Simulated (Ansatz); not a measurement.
**Geometry relaxation, with input and output: Si3N4 (part 2 of 2)**

Continued. System: Si3N4 (14 atoms in the cell). Method: DFT PBE+D3(BJ), scalar-relativistic, plane waves, PAW, no spin polarisation (Ansatz 0.2.0); cutoff 420 eV, 6×6×8 k-mesh, Gaussian smearing of 0.02 eV. The structure derives from an entry of the Crystallography Open Database.

Geometry of the input (Å; fractional positions):
```
7.6191  0.0000  0.0000
-3.8095  6.5983  0.0000
0.0000  0.0000  2.9114
Si 0.1741  0.7679  0.2500
Si 0.4062  0.1741  0.7500
Si 0.2321  0.4062  0.2500
Si 0.8259  0.2321  0.7500
Si 0.5938  0.8259  0.2500
Si 0.7679  0.5938  0.7500
N  0.3333  0.6667  0.2500
N  0.6667  0.3333  0.7500
N  0.3300  0.0299  0.2500
N  0.3000  0.3300  0.7500
N  0.9701  0.3000  0.2500
N  0.6700  0.9701  0.7500
N  0.7000  0.6700  0.2500
N  0.0299  0.7000  0.7500
```

### Output, continued
```
--- Per-component energies (eV) ---
  E_band       = 60.650700
  E_kinetic    = 1352.637424
  E_local      = -2156.538992  (includes V_loc(G=0)·N_el)
  E_nonlocal   = 509.759840
  E_hartree    = 720.741791
  E_xc         = -827.277845
  E_vxc        = -912.471147  (∫ρ·V_xc dr)
  E_paw        = -4100.591621  (= ΣΔE_a)
  E_vpaw       = -174.220816  (= ΣTr[D̂ρ^β])
  E_aug_tail   = 0.000834  (compensation charges beyond the density's cutoff)
  E_ewald      = -2400.510036
  E_disp       = -3.581284  (pairwise vdW)
  E_smearing   = -0.000000  (= −TS)
  E_closure    = 0.000000  (closes the sum)
  Σ components = -6905.359889   (vs F -6905.359889, Δ=0.00e0)
--- Forces (eV/Å), atoms counted from 1 ---
  atom   1  Si    -0.00061134    -0.00040978    -0.00000000
  atom   2  Si     0.00004922    -0.00073433    -0.00000000
  atom   3  Si     0.00066055    -0.00032454    -0.00000000
  atom   4  Si     0.00061134     0.00040978     0.00000000
  atom   5  Si    -0.00004922     0.00073433     0.00000000
  atom   6  Si    -0.00066055     0.00032454     0.00000000
  atom   7  N     -0.00000000     0.00000000    -0.00000000
  atom   8  N      0.00000000    -0.00000000     0.00000000
  atom   9  N     -0.00002691     0.00051071     0.00000000
  atom  10  N     -0.00045574     0.00023205    -0.00000000
  atom  11  N     -0.00042883    -0.00027866    -0.00000000
  atom  12  N      0.00002691    -0.00051071    -0.00000000
  atom  13  N      0.00045574    -0.00023205     0.00000000
  atom  14  N      0.00042883     0.00027866     0.00000000
  max |Σ_I F_I| component: 2.71e-18 eV/Å
--- Stress (GPa, compression-positive) ---
        0.005248      -0.000000       0.000000
        0.000000       0.005248       0.000000
        0.000000       0.000000      -0.010644
  P = ⅓ Tr σ = -0.0000 GPa (-0.000 kbar)
--- Band table (eV; the first three rows and the last of 40) ---
  k-point 0: bands = ["-9.9596", "-8.5023", "-8.5023", "-7.8740", "-7.7355", "-7.7355", "-6.4960", "-6.1904", "0.1574", "0.1574", "0.2430", "0.8909", "0.8909", "2.4144", "2.4144", "3.2768", "3.6675", "4.1893", "4.1893", "4.3510", "4.3510", "4.9144", "4.9144", "4.9600", "5.4532", "6.6959", "6.6959", "6.9416", "6.9416", "7.7579", "7.8378", "8.0237", "12.5414", "12.9316", "13.1060", "13.1060", "13.4182", "13.4182", "14.1507", "15.6767", "16.2145", "16.2145", "16.9075", "17.7453", "17.7453", "17.9997"]
  k-point 1: bands = ["-9.7728", "-8.3343", "-8.3343", "-7.7444", "-7.5910", "-7.5910", "-6.4227", "-6.1636", "0.1770", "0.1770", "0.3639", "0.9191", "0.9191", "2.4795", "2.4795", "2.8993", "3.2844", "3.6640", "3.6640", "3.7408", "3.7408", "4.7192", "4.8303", "4.8303", "4.8802", "6.6561", "6.6561", "6.9734", "6.9734", "7.1493", "7.3210", "8.2119", "13.5604", "13.6700", "13.9597", "13.9597", "13.9834", "13.9834", "14.4698", "15.7497", "16.0159", "16.0159", "17.2889", "17.3120", "17.3120", "17.4392"]
  k-point 2: bands = ["-9.2346", "-7.8654", "-7.8654", "-7.4062", "-7.2104", "-7.2104", "-6.2529", "-6.1645", "-0.0553", "-0.0553", "0.6636", "0.6636", "0.6819", "1.5497", "2.4540", "2.4540", "2.7416", "2.7774", "2.7774", "3.2046", "3.2046", "3.6651", "4.6380", "4.7759", "4.7759", "6.0373", "6.5563", "6.5563", "6.6427", "6.9109", "6.9109", "8.1571", "13.9120", "13.9120", "14.7812", "14.9507", "14.9507", "15.1942", "15.4100", "15.9357", "15.9357", "16.1178", "16.1323", "16.1323", "16.6864", "17.1091"]
  k-point 39: bands = ["-7.4489", "-7.4489", "-6.8540", "-6.8540", "-6.8341", "-6.8341", "-6.1758", "-6.1758", "-0.8936", "-0.8936", "-0.2715", "-0.2715", "-0.0281", "-0.0281", "1.7468", "1.7468", "2.0509", "2.0509", "3.4057", "3.4057", "3.6500", "3.6500", "3.8822", "3.8822", "5.4959", "5.4959", "6.3379", "6.3379", "6.8372", "6.8372", "7.1140", "7.1140", "13.2347", "13.2347", "14.0627", "14.0627", "14.3756", "14.3756", "14.6118", "14.6118", "14.8263", "14.8263", "15.8459", "15.8459", "17.2463", "17.2463"]
--- Relaxed structure (3 steps of the walk, 3 accepted, 1 SCFs on fresh bases) ---
  F+E_penalty+E_count = -6905.35988874 eV   max|allowed force component| = 7.343e-4 eV/Å   (the final SCF, on the basis selected at the relaxed cell)
  cell:  # Å, volume = 146.3666 Å³
    - [7.619238307951164, -2.8868315558729316e-11, 1.568859904234843e-21]
    - [-3.8096191539505817, 6.598453932187704, -7.844299521128364e-22]
    - [5.994868321591733e-22, -2.482584559580602e-34, 2.9113089362344007]
  atoms:
    - { symbol: Si, position: [0.17408151306502995, 0.7678377797969342, 0.25] }
    - { symbol: Si, position: [0.4062437332680956, 0.17408151306502995, 0.75] }
    - { symbol: Si, position: [0.23216222020306582, 0.4062437332680957, 0.25] }
    - { symbol: Si, position: [0.8259184869349698, 0.23216222020306576, 0.75] }
    - { symbol: Si, position: [0.5937562667319043, 0.8259184869349699, 0.25] }
    - { symbol: Si, position: [0.7678377797969342, 0.5937562667319043, 0.75] }
    - { symbol: N, position: [0.33333333333333326, 0.6666666666666666, 0.25] }
    - { symbol: N, position: [0.6666666666666667, 0.33333333333333326, 0.75] }
    - { symbol: N, position: [0.32994414423686813, 0.029884448854787908, 0.25] }
    - { symbol: N, position: [0.30005969538208027, 0.32994414423686824, 0.75] }
    - { symbol: N, position: [0.970115551145212, 0.3000596953820803, 0.25] }
    - { symbol: N, position: [0.6700558557631318, 0.970115551145212, 0.75] }
    - { symbol: N, position: [0.6999403046179196, 0.6700558557631318, 0.25] }
    - { symbol: N, position: [0.02988444885478786, 0.6999403046179197, 0.75] }
```

### Trajectory as extended XYZ (Å, eV, eV/Å), 4 frames, from step=1 to step=4
```
14
Lattice="7.6191 0.0000 0.0000 -3.8095 6.5983 0.0000 0.0000 0.0000 2.9114" Properties=species:S:1:pos:R:3:forces:R:3 step=1 energy=-6905.35988 pressure_GPa=0.01
Si   -1.5988    5.0670    0.7278    0.0084  -0.0067   0.0000
Si    2.4316    1.1489    2.1835    0.0100   0.0039   0.0000
Si    0.2208    2.6802    0.7278    0.0016   0.0106   0.0000
Si    5.4083    1.5313    2.1835   -0.0084   0.0067   0.0000
Si    1.3780    5.4494    0.7278   -0.0100  -0.0039   0.0000
Si    3.5887    3.9181    2.1835   -0.0016  -0.0106   0.0000
N     0.0000    4.3989    0.7278    0.0000   0.0000   0.0000
N     3.8095    2.1994    2.1835    0.0000   0.0000   0.0000
N     2.3999    0.1976    0.7278   -0.0015  -0.0009   0.0000
N     1.0288    2.1771    2.1835    0.0000  -0.0018   0.0000
N     6.2480    1.9796    0.7278    0.0015  -0.0009   0.0000
N     1.4096    6.4007    2.1835    0.0015   0.0009   0.0000
N     2.7807    4.4211    0.7278    0.0000   0.0018   0.0000
N    -2.4385    4.6187    2.1835   -0.0015   0.0009   0.0000
14
Lattice="7.6191 0.0000 0.0000 -3.8096 6.5984 0.0000 0.0000 0.0000 2.9113" Properties=species:S:1:pos:R:3:forces:R:3 step=2 energy=-6905.35988 pressure_GPa=0.01
Si   -1.5988    5.0667    0.7278    0.0036  -0.0040   0.0000
Si    2.4318    1.1488    2.1835    0.0053   0.0011   0.0000
Si    0.2210    2.6804    0.7278    0.0017   0.0051   0.0000
Si    5.4084    1.5316    2.1835   -0.0036   0.0040   0.0000
Si    1.3778    5.4496    0.7278   -0.0053  -0.0011   0.0000
Si    3.5885    3.9180    2.1835   -0.0017  -0.0051   0.0000
N     0.0000    4.3989    0.7278    0.0000   0.0000   0.0000
N     3.8096    2.1995    2.1835    0.0000   0.0000   0.0000
N     2.4000    0.1973    0.7278   -0.0004   0.0007   0.0000
N     1.0291    2.1771    2.1835   -0.0008   0.0000   0.0000
N     6.2483    1.9797    0.7278   -0.0004  -0.0007   0.0000
N     1.4096    6.4010    2.1835    0.0004  -0.0007   0.0000
N     2.7805    4.4213    0.7278    0.0008   0.0000   0.0000
N    -2.4387    4.6186    2.1835    0.0004   0.0007   0.0000
14
Lattice="7.6192 0.0000 0.0000 -3.8096 6.5985 0.0000 0.0000 0.0000 2.9113" Properties=species:S:1:pos:R:3:forces:R:3 step=3 energy=-6905.35988 pressure_GPa=-0.00
Si   -1.5988    5.0665    0.7278   -0.0006  -0.0004   0.0000
Si    2.4321    1.1487    2.1835    0.0001  -0.0007   0.0000
Si    0.2213    2.6806    0.7278    0.0007  -0.0003   0.0000
Si    5.4084    1.5319    2.1835    0.0006   0.0004   0.0000
Si    1.3775    5.4498    0.7278   -0.0001   0.0007   0.0000
Si    3.5884    3.9179    2.1835   -0.0007   0.0003   0.0000
N     0.0000    4.3990    0.7278    0.0000   0.0000   0.0000
N     3.8096    2.1995    2.1835    0.0000   0.0000   0.0000
N     2.4001    0.1972    0.7278    0.0000   0.0005   0.0000
N     1.0293    2.1771    2.1835   -0.0005   0.0002   0.0000
N     6.2484    1.9799    0.7278   -0.0004  -0.0003   0.0000
N     1.4095    6.4013    2.1835    0.0000  -0.0005   0.0000
N     2.7804    4.4213    0.7278    0.0005  -0.0002   0.0000
N    -2.4388    4.6185    2.1835    0.0004   0.0003   0.0000
14
Lattice="7.6192 0.0000 0.0000 -3.8096 6.5985 0.0000 0.0000 0.0000 2.9113" Properties=species:S:1:pos:R:3:forces:R:3 step=4 energy=-6905.35989 pressure_GPa=-0.00
Si   -1.5988    5.0665    0.7278   -0.0006  -0.0004   0.0000
Si    2.4321    1.1487    2.1835    0.0000  -0.0007   0.0000
Si    0.2213    2.6806    0.7278    0.0007  -0.0003   0.0000
Si    5.4084    1.5319    2.1835    0.0006   0.0004   0.0000
Si    1.3775    5.4498    0.7278    0.0000   0.0007   0.0000
Si    3.5884    3.9179    2.1835   -0.0007   0.0003   0.0000
N     0.0000    4.3990    0.7278    0.0000   0.0000   0.0000
N     3.8096    2.1995    2.1835    0.0000   0.0000   0.0000
N     2.4001    0.1972    0.7278    0.0000   0.0005   0.0000
N     1.0293    2.1771    2.1835   -0.0005   0.0002   0.0000
N     6.2484    1.9799    0.7278   -0.0004  -0.0003   0.0000
N     1.4095    6.4013    2.1835    0.0000  -0.0005   0.0000
N     2.7804    4.4213    0.7278    0.0005  -0.0002   0.0000
N    -2.4388    4.6185    2.1835    0.0004   0.0003   0.0000
```

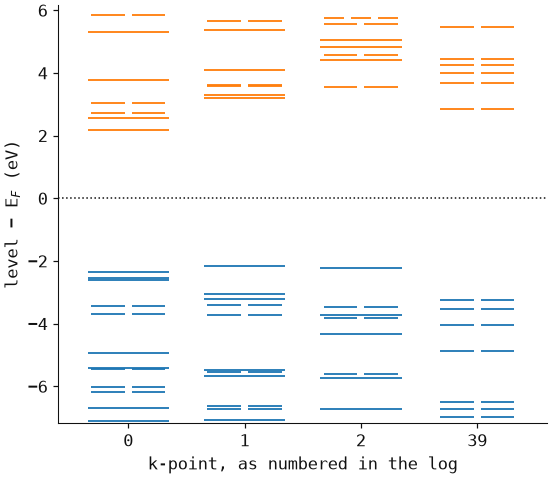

Figure 1. Kohn–Sham levels near the Fermi level (dotted) at the few k-points that the log prints; levels within 0.02 eV of each other stand side by side. Among these points the highest filled and lowest empty levels are 4.33 eV apart, which is the gap on the mesh.
